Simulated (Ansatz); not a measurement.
**Nudged elastic band, with input and output: Sr4Ti5O12 (part 2 of 2)**

Sr4Ti5O12 (slab, 21 atoms in the cell); DFT PBE, scalar-relativistic, plane waves, PAW, PAW set soft_1, spin-polarised (Ansatz 0.2.0); cutoff 300 eV, 3×2×1 k-mesh, Fermi–Dirac smearing of 0.05 eV, collinear spins. The structure derives from an entry of the Crystallography Open Database. The run did not end well. One setting was made poor on purpose. The input holds or restrains some coordinates. It belongs to a series of runs on one base structure; here: band between the two ends.

Geometry of the input (Å; fractional positions):
```
5.5225  0.0000  0.0000
0.0000  7.8100  0.0000
0.0000  0.0000  15.1419
Sr 0.0000  0.0000  0.0660
Ti 0.5000  0.2500  0.0660
O  0.7305  0.2500  0.1518
O  0.2003  0.2500  0.1133
O  0.5000  0.0000  0.0660
Sr 0.5462  -0.0186  0.2570
Ti 0.0229  0.2500  0.2497
O  0.2996  0.2499  0.3264
O  0.7941  0.2499  0.3445
O  0.0277  0.0089  0.2280
Sr 0.0000  0.5000  0.0660
Ti 0.5000  0.7500  0.0660
O  0.7411  0.7500  0.1455
O  0.1990  0.7500  0.1098
O  0.5000  0.5000  0.0660
Sr 0.5463  0.5187  0.2569
Ti 0.0284  0.7500  0.2530
O  0.3072  0.7500  0.3083
O  0.7928  0.7501  0.3287
O  0.0277  0.4911  0.2280
Ti 0.5266  0.2497  0.4140
```

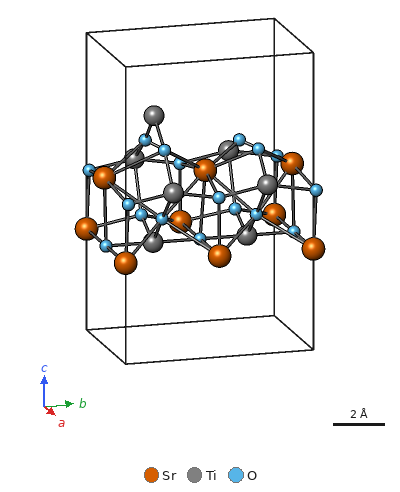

The starting structure (ball-and-stick view of the cell of the calculation, with the vacuum cut short, seen slightly off an axis). An atom can appear more than once, as a periodic image.

What the program printed, continued:
```
NEB image 4
preconditioner: auto → LDOS  [metal: Δε(μ)=0.016 eV  Ē_g=11.562 eV  σ=0.050 eV  W_gap=0.08  n_scr=116 (ndim 8)  ℏωp=14.5 eV  f_vac=0.460  D(μ)=19.83/eV (n_scr^D=138)]
spin=Collinear: LDOS preconditioning applied to the charge; magnetization (m = ρ↑ − ρ↓) channel mixes plain (no charge-response kernel on spin).
Mixer restart at iter 15: flushing history
spin-set hold released at iteration 15 (site moments contracting): the magnetisation degrees of freedom join the quasi-Newton model from the next iteration; the mixer history was flushed
  greatest PAW one-centre occupation: 0.999 electrons in one spin orbital (limit 2), on the Ti atom at site 1 (counted from 0), in its partial waves of l = 1
NSCF: frozen V_eff on 4 k-points
WARN: NEB end point (image 0): max|allowed force component| = 8.633e-2 eV/Å (the criterion of neb.relax_end_points is 1.000e-2). That is over neb.f_tol: it is no minimum, so the barrier can be far off. Relax it first
WARN: NEB end point (image 4): max|allowed force component| = 1.227e-1 eV/Å (the criterion of neb.relax_end_points is 1.000e-2). That is over neb.f_tol: it is no minimum, so the barrier can be far off. Relax it first
NEB image 1
preconditioner: auto → LDOS  [metal: Δε(μ)=0.016 eV  Ē_g=11.396 eV  σ=0.050 eV  W_gap=0.08  n_scr=116 (ndim 8)  ℏωp=14.5 eV  f_vac=0.460  D(μ)=15.56/eV (n_scr^D=100)]
spin=Collinear: LDOS preconditioning applied to the charge; magnetization (m = ρ↑ − ρ↓) channel mixes plain (no charge-response kernel on spin).
Mixer restart at iter 10: flushing history
spin-set hold released at iteration 10 (site moments contracting): the magnetisation degrees of freedom join the quasi-Newton model from the next iteration; the mixer history was flushed
[...]
SCF iter  74: F=-33502.629000 eV  HF=-33502.642684 eV  |F-HF|=1.37e-2  |Δ(HF+E_count)|=   5.62e-3  Δρ=1.35e-3 (↑9.42e-4 ↓1.35e-3)  dr2=3.01e-2  dr2_m=6.17e-3  M=2.605 μB ∫|m|=3.827 μB  β_m=0.22  ethr=2.02e-8  ⟨swp⟩=1.0  Hψ=2653  notcnv=0  recentre
SCF iter  75: F=-33502.640209 eV  HF=-33502.641715 eV  |F-HF|=1.51e-3  |Δ(HF+E_count)|=   9.69e-4  Δρ=1.13e-3 (↑8.06e-4 ↓1.13e-3)  dr2=1.40e-2  dr2_m=4.83e-3  M=2.646 μB ∫|m|=3.830 μB  β_m=0.04  ethr=2.02e-8  ⟨swp⟩=1.0  Hψ=2409  notcnv=0
SCF iter  76: F=-33502.648895 eV  HF=-33502.643422 eV  |F-HF|=5.47e-3  |Δ(HF+E_count)|=   1.71e-3  Δρ=7.98e-4 (↑7.12e-4 ↓7.98e-4)  dr2=2.76e-3  dr2_m=3.17e-3  M=2.681 μB ∫|m|=3.854 μB  β_m=0.60  ethr=2.02e-8  ⟨swp⟩=1.0  Hψ=2782  notcnv=0
Step failed. What follows is not a result of the run: it is the report of the last solve that finished, which converged after 33 SCF iterations.
Magnetization: 3.8377 μB (87.9189 up, 84.0811 down)
Absolute magnetization: 4.0682 μB (∫|ρ↑−ρ↓|, with the PAW one-centre terms)
Spin contamination: 0.0137 ħ² per cell (⟨S²⟩ above its minimum at these occupations)
Per-site moments (μB) at R_I (Å): [(0.012160153258772193, 0.9652230428410913), (0.19742265358782418, 0.7384101903699862), (0.006449813855881059, 0.7384101903699862), (-0.004092060508438984, 0.7404381704095552), (-0.001600901754681457, 0.8054062499999999), (0.007521980664992207, 0.9786438780492662), (0.0036739426024378612, 0.7154199485379389), (0.00183313556786059, 0.7154199485379389), (0.0016267726851333124, 0.7229442011130687), (0.0008357886417193845, 0.7874962662535916), (0.012160705033798834, 0.965245677257444), (0.21331997650553586, 0.7431505206337884), (0.008372519883510997, 0.7431505206337884), (-0.0053999856331309985, 0.7527183057673227), (-0.0016015244532750588, 0.8054062499999999), (0.00751434340931121, 0.9786412558647205), (0.14366407757655067, 0.7874803780588611), (-0.037481157300750995, 0.7483439421310434), (-0.03506865118149048, 0.751763205726893), (0.0008354125878259881, 0.7874803780588611), (0.844790691260897, 0.7483439421310434)]
Free energy (F): -33504.366812 eV
Harris-Foulkes:  -33504.366812 eV  (|F-HF|=1.92e-8)
Internal energy: -33504.327969 eV  (E = F + TS)
E sigma→0 (E₀):  -33504.347391 eV
Entropy (-TS):   -0.038843 eV (-1.850 meV/atom)
Fermi energy:    3.036644 eV
--- Per-component energies (eV) ---
  E_band       = -2551.574283
  E_kinetic    = 4406.537781
  E_local      = -69008.629850  (includes V_loc(G=0)·N_el)
  E_nonlocal   = 1830.554997
  E_hartree    = 32116.794130
  E_xc         = -2159.794707
  E_vxc        = -2469.925843  (∫ρ·V_xc dr)
  E_paw        = -17911.196753  (= ΣΔE_a)
  E_vpaw       = -1543.742051  (= ΣTr[D̂ρ^β])
  E_aug_tail   = 0.038042  (compensation charges beyond the density's cutoff)
  E_ewald      = 17221.368390
  E_smearing   = -0.038843  (= −TS)
  E_closure    = 0.000000  (closes the sum)
  Σ components = -33504.366812   (vs F -33504.366812, Δ=0.00e0)
--- Forces (eV/Å), atoms counted from 1 ---
  atom   1  Sr     0.46639801     0.05357303     0.24517462
  atom   2  Ti    -0.17403819     0.00033758     0.78806206
  atom   3  O     -0.09585729     0.00045755    -0.03896910
  atom   4  O      0.07371774    -0.00019180    -0.07557381
  atom   5  O     -0.20492746    -0.10561592    -1.49807111
  atom   6  Sr    -0.01911740     0.00866713     0.02548825
  atom   7  Ti    -0.00953795    -0.00016384     0.09258601
  atom   8  O     -0.01949126     0.00014212    -0.05963316
  atom   9  O      0.04346091     0.00008090    -0.02661402
  atom  10  O      0.02292233    -0.05203066    -0.03327885
  atom  11  Sr     0.46629663    -0.05374510     0.24566834
  atom  12  Ti    -0.31071508    -0.00026691     1.96673905
  atom  13  O     -0.09618992    -0.00024991    -0.01482662
  atom  14  O      0.07402275    -0.00017880    -0.12269485
  atom  15  O     -0.20478056     0.10589710    -1.49815419
  atom  16  Sr    -0.01894085    -0.00882039     0.02555867
  atom  17  Ti    -0.01372502     0.00040851     0.09238357
  atom  18  O      0.00778034     0.00022981     0.00523697
  atom  19  O     -0.00013499    -0.00006186    -0.00584939
  atom  20  O      0.02253932     0.05195512    -0.03377343
  atom  21  Ti    -0.00963827    -0.00043700    -0.07951934
  max |Σ_I F_I| component: 6.03e-5 eV/Å
--- Band table (eV; the first three rows and the last of 8) ---
  k-point 0 ↑: bands = ["-55.7348", "-55.3842", "-55.2316", "-55.1231", "-54.2941", "-32.1393", "-32.1129", "-32.0911", "-32.0205", "-31.9515", "-31.8536", "-31.7594", "-31.7256", "-31.7135", "-31.7062", "-31.6680", "-31.6679", "-31.6001", "-31.5440", "-31.5313", "-31.3471", "-30.7586", "-30.6710", "-30.6255", "-17.0046", "-16.7064", "-16.4201", "-16.0889", "-16.0296", "-15.9591", "-15.7578", "-15.5668", "-15.5048", "-15.3848", "-15.2664", "-14.5929", "-14.2911", "-14.1950", "-14.0202", "-13.9050", "-13.8516", "-13.7812", "-13.7320", "-13.6598", "-13.6330", "-13.3547", "-13.1161", "-12.7761", "-3.5128", "-3.4689", "-3.2786", "-3.2273", "-3.1391", "-2.8009", "-2.7717", "-2.5980", "-2.5758", "-2.4495", "-2.4123", "-2.1878", "-2.1850", "-2.1322", "-2.0854", "-1.9104", "-1.8122", "-1.3074", "-1.2523", "-1.1969", "-1.1534", "-1.0209", "-0.9773", "-0.8675", "-0.7952", "-0.6804", "-0.5399", "-0.5323", "-0.4173", "-0.3047", "-0.2698", "-0.0657", "0.2612", "0.2707", "0.4717", "0.8378", "2.0191", "2.2901", "2.7796", "2.8572", "3.0097", "3.4176", "3.5829", "3.6097", "4.0500", "4.2265", "4.2437", "4.4336", "4.5840", "4.6299", "4.6962", "4.7917", "4.8999", "5.0377", "5.0773", "5.3769", "5.5169", "5.6498", "6.1778", "6.3849"]
  k-point 1 ↑: bands = ["-55.7348", "-55.3842", "-55.2316", "-55.1231", "-54.2941", "-32.1285", "-32.1238", "-32.0908", "-32.0197", "-31.9516", "-31.8534", "-31.7411", "-31.7397", "-31.7118", "-31.7107", "-31.6679", "-31.6651", "-31.5983", "-31.5466", "-31.5357", "-31.3474", "-30.7585", "-30.6710", "-30.6262", "-16.8441", "-16.7908", "-16.3849", "-16.0220", "-15.9240", "-15.9166", "-15.7265", "-15.7264", "-15.5929", "-15.5616", "-15.3515", "-14.6206", "-14.2147", "-14.1892", "-14.0192", "-13.9555", "-13.7947", "-13.7944", "-13.7213", "-13.5794", "-13.4879", "-13.4592", "-13.1502", "-12.8074", "-3.4092", "-3.1780", "-3.1232", "-3.1014", "-2.7903", "-2.7901", "-2.6950", "-2.5810", "-2.5438", "-2.4297", "-2.3631", "-2.3493", "-2.3024", "-2.1341", "-2.0829", "-2.0358", "-1.9533", "-1.7556", "-1.6353", "-1.2786", "-1.2649", "-1.0821", "-0.8905", "-0.8526", "-0.7775", "-0.6819", "-0.5385", "-0.5055", "-0.4383", "-0.2480", "-0.1703", "-0.0062", "0.1432", "0.2348", "0.3760", "0.8618", "2.0661", "2.5638", "2.5945", "2.7648", "3.0035", "3.5328", "3.6108", "3.9973", "4.1481", "4.2485", "4.2508", "4.3242", "4.3567", "4.5561", "4.5975", "4.6628", "4.7017", "4.8328", "5.0622", "5.1744", "5.3288", "5.6190", "5.8782", "5.9994"]
  k-point 2 ↑: bands = ["-55.7348", "-55.3842", "-55.2316", "-55.1231", "-54.2941", "-32.1575", "-32.1065", "-32.0948", "-32.0218", "-31.9481", "-31.8429", "-31.7584", "-31.7236", "-31.7096", "-31.7078", "-31.6714", "-31.6678", "-31.5994", "-31.5448", "-31.5323", "-31.3469", "-30.7515", "-30.6708", "-30.6271", "-16.8885", "-16.7359", "-16.5170", "-16.3054", "-16.0636", "-15.8496", "-15.7310", "-15.6295", "-15.5755", "-15.5724", "-15.2116", "-14.6369", "-14.1970", "-14.0248", "-13.9844", "-13.9782", "-13.8459", "-13.7292", "-13.6422", "-13.5433", "-13.4876", "-13.3673", "-13.0771", "-12.7310", "-3.5250", "-3.4601", "-3.2383", "-3.2304", "-3.1934", "-3.0484", "-2.9339", "-2.8337", "-2.6260", "-2.4243", "-2.3837", "-2.2933", "-2.1833", "-2.1656", "-2.1199", "-1.9897", "-1.7063", "-1.5295", "-1.3386", "-1.2888", "-1.1066", "-1.0907", "-1.0513", "-0.9006", "-0.7778", "-0.7141", "-0.6428", "-0.4423", "-0.3252", "-0.3052", "-0.2061", "-0.0725", "0.2336", "0.3671", "0.4368", "0.7166", "2.1629", "2.7958", "2.8186", "3.0914", "3.3055", "3.4518", "3.6149", "3.6350", "3.8065", "3.9205", "3.9564", "4.2636", "4.4740", "4.6984", "4.7568", "4.9611", "4.9670", "5.0661", "5.1777", "5.4478", "5.5564", "5.7169", "5.9338", "6.3164"]
  k-point 3 ↓: bands = ["-55.5324", "-55.0692", "-54.9370", "-54.2883", "-53.9256", "-32.1077", "-32.1064", "-31.8567", "-31.8214", "-31.7996", "-31.7210", "-31.6871", "-31.6035", "-31.4937", "-31.4614", "-31.3424", "-31.2438", "-31.1473", "-30.8511", "-30.7453", "-30.6667", "-30.6212", "-30.3237", "-29.8160", "-16.7642", "-16.6803", "-16.3800", "-16.2283", "-16.2008", "-16.0681", "-15.7307", "-15.7208", "-15.5831", "-15.5604", "-15.2417", "-14.6449", "-14.0968", "-14.0573", "-13.9986", "-13.9404", "-13.7545", "-13.7050", "-13.5789", "-13.5400", "-13.4116", "-13.4064", "-13.0913", "-12.7563", "-3.3708", "-3.1473", "-3.0977", "-2.9524", "-2.9264", "-2.8959", "-2.8338", "-2.7370", "-2.5672", "-2.5605", "-2.3101", "-2.3003", "-2.2251", "-2.1966", "-2.0083", "-1.9271", "-1.8306", "-1.8096", "-1.7008", "-1.4211", "-1.1971", "-1.1056", "-1.0420", "-0.9517", "-0.7813", "-0.7493", "-0.5258", "-0.3747", "-0.3647", "-0.2506", "-0.1877", "-0.0134", "0.3017", "0.4042", "0.4433", "0.7304", "3.6424", "3.7618", "3.7897", "3.8738", "3.9501", "4.0158", "4.1962", "4.2466", "4.4501", "4.4511", "4.5393", "4.7182", "4.7557", "5.0017", "5.0410", "5.0447", "5.2287", "5.2652", "5.3910", "5.5524", "5.7583", "6.1152", "6.3136", "6.5911"]
End of that report.
Error: did not converge after 76 iterations: magnetization_residual = 3.17e-3 (threshold 1.00e-7), under the density mixer `msr1`, which `scf.mixing.algorithm: auto` chose by the deck's other keys (type `scf.mixing.algorithm: msr1` to keep it); raise `scf.max_iter`, which need not help a stalled SCF, or adjust the mixing (`scf.mixing`) or, under a smearing, its width (`scf.occupations.width`, in either direction: another width is another result); at 10 of the mixer's solves, the last at iteration 76, it left a direction of its history that read negative out of its fit (`negative_modes` in the `scf_iter` events has the course): raise `scf.max_iter`, or type `scf.mixing.negative_modes: fitted`, under which every direction is fitted and a run can close on a saddle point; under `broyden` a `scf.mixing.restart` policy that damps `beta` has them fitted too: type `damp_beta: false` with it to keep the rule; this run sums exchange and correlation on more points than the dense box has (`basis.xc_grid`), where a deck that converges on the dense box may not converge: try another level (where the key is left out runs that use forces, runs that use the stress, dielectric runs by a finite field, finite-displacement phonons, runs of phonons.displacement_patterns under a GGA or a meta-GGA, phonons by method: dfpt, dielectric runs by the response, runs on support functions, runs on PAW files under a meta-GGA or a hybrid on one, runs at kind: all_electron or under a hybrid on a GGA, runs under a text's formulas of a gradient, and runs on PAW files that evaluate rPW86 or Becke's exchange or LYP's correlation can take a finer level, which can go by the root key accuracy; a number is taken as typed), or, where it is served, `1`, the dense box, on which forces and the stress change with where the atoms sit on the grid; a lower level also moves a field's Born charges, by the response (dielectric, § Limitations, in the input reference) or by a finite field; under a meta-GGA, try another mixer (`scf.mixing.algorithm: anderson` or `broyden`); mind that the stability of the state on which such a run converges can go unchecked at the default of `scf.lower_state_search`; see `basis.xc_grid`, Limitations — the other mixer that `auto` picks from is left to try (`scf.mixing.algorithm: broyden`); it can need more iterations, either can converge an SCF that the other leaves open, and the two can end on different states; the input reference at `scf.mixing.algorithm` says more, and from which start to try it
```

Outcome:

| quantity | value |
| --- | --- |
| outcome | not converged |
| wall time | 4.3 min (CPU time 13 min) |
| peak memory | 2.3 GiB |

Diagnosis:

The run did not converge: “did not converge after 76 iterations: magnetization_residual = 3.17e-3 (threshold 1.00e-7), under the density mixer `msr1`, which `scf.mixing.algorithm: auto` chose by the deck's other keys (type `scf.mixing.algorithm: msr1` to keep it) …” Its last values are not results. Notes on the run: the cutoff is below the recommended one. A deliberately poor setting: low cutoff.
